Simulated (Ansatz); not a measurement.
Two G0W0 runs on AlN (P6_3mc).

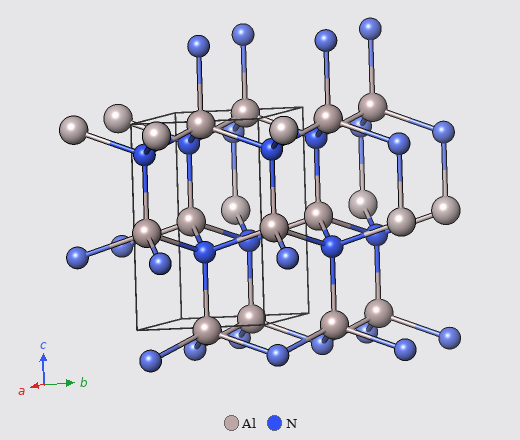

The structure (aluminium light grey, nitrogen blue). 2×2×1 cells are drawn. Some periodic images of atoms are drawn too.

The database entry behind the starting cell differs from later determinations by our own check (inner coordinate u about 0.002 short), so it need not match the best structure at ambient conditions.

```xyz
4
Lattice="3.1130 0.0000 0.0000 -1.5565 2.6959 0.0000 0.0000 0.0000 4.9810" Properties=species:S:1:pos:R:3 pbc="T T T"
Al    0.0000    1.7973    0.0000
Al    1.5565    0.8986    2.4905
N     0.0000    1.7973    1.8928
N     1.5565    0.8986    4.3833
```

The cell and positions come from the Crystallography Open Database and are kept as given unless a step says otherwise. PAW set soft_1, made with PBE.

The first (Ansatz 0.2.0; start PBE, 6×6×4 mesh, 268 empty bands, screening to 200 eV; 1 × NVIDIA H100 80GB HBM3 (shared by 6 runs) with 3 threads of AMD EPYC 7R13 (Zen 3), shared host) gave, on its mesh: starting gap 4.21 eV, G0W0 gap 5.91 eV, RPA ε∞ (mean) 4.26, 18 s.

**Question.** The second changes empty bands from 268 to 124 and screening cutoff (eV) from 200.0 to 120. What does it give?

It gave: starting gap 4.21 eV, G0W0 gap 5.81 eV, RPA ε∞ (mean) 4.27, 20 s. The G0W0 gap moves by −0.11 eV, +0.00 eV from the start and −0.11 eV from the correction. Σc changes by +0.27 eV at the valence top and +0.17 eV at the conduction bottom, and Σx − Vxc between them by +0.00 eV.

Limits: not at the basis limit.

[Paths, hosts, dates, memory and timing lines, banners, echoed tables and standing remarks are left out of the program output.]

[Logs are printed without paths, hosts, clocks, repeated set-up lines and the standing remarks that a program may print on its own settings, such as how far it seeks lower states.]

[Runs of the session that timed out or met a known fault of the program may be left out.]

[Cells called generated may have been cut or substituted from an entry of the Crystallography Open Database or the Materials Project.]

[Hosts, paths, dates, database ids (printed as entryN), source tags and the programs' standing remarks are cut or masked in the printed files.]
